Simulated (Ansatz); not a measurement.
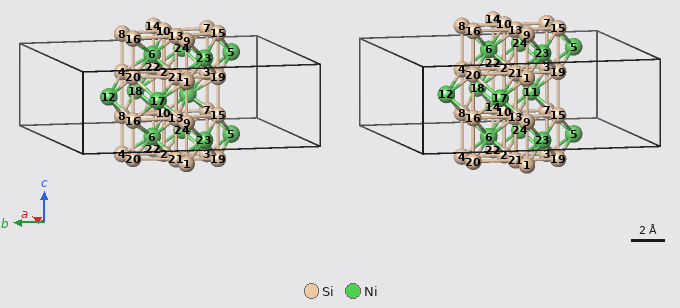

Two geometries of a wire of composition Si$_{2}$Ni, drawn at one scale. One is the start of a relaxation, the other its converged end. A ball-and-stick model of the cell of the calculation, with the vacuum cut short, seen from a free direction.

Computed with DFT PBEsol, scalar-relativistic, plane waves, PAW in Ansatz. Set-up: plane-wave cutoff 420 eV; k-point mesh 1 × 1 × 10; occupations gaussian; smearing width 0.05 eV; no spin polarisation; cell relaxed at fixed a, b, alpha, beta, gamma; force threshold 0.02 eV/Å; at most 45 steps.

> Which of the two is the end point?

The left one is the relaxed one. Case: wire along [0 0 1], 24 atoms a period. After 6 accepted moves (7 points after the start) the energy has fallen by 2.075 eV per cell of the calculation. The largest force component goes from 1.6 to 0.009 eV/Å. At 1 point the geometry stayed and the basis and grid were re-selected for the new cell (energy shift of 4.0 meV per cell of the calculation at most each time). The largest moves relative to the layer's centre, 0.22 Å, are those of Ni6 and Ni11. Largest moves by element: Ni 0.22 Å, Si 0.13 Å. Along the periodic axis the drawn cell goes c 5.391 → 5.078 Å (−5.8 %). Some distances before and after: Si15–Si19 2.696 → 2.371 Å, Si10–Si13 2.696 → 2.957 Å, Si10–Si14 2.696 → 2.478 Å, Si13–Si21 2.696 → 2.539 Å. Among the angles between lasting bonds that change: Si1–Ni17–Si13 109.5° → 100.4°, Si1–Ni17–Si16 180.0° → 172.9°, Si4–Ni12–Si16 109.5° → 115.2°.
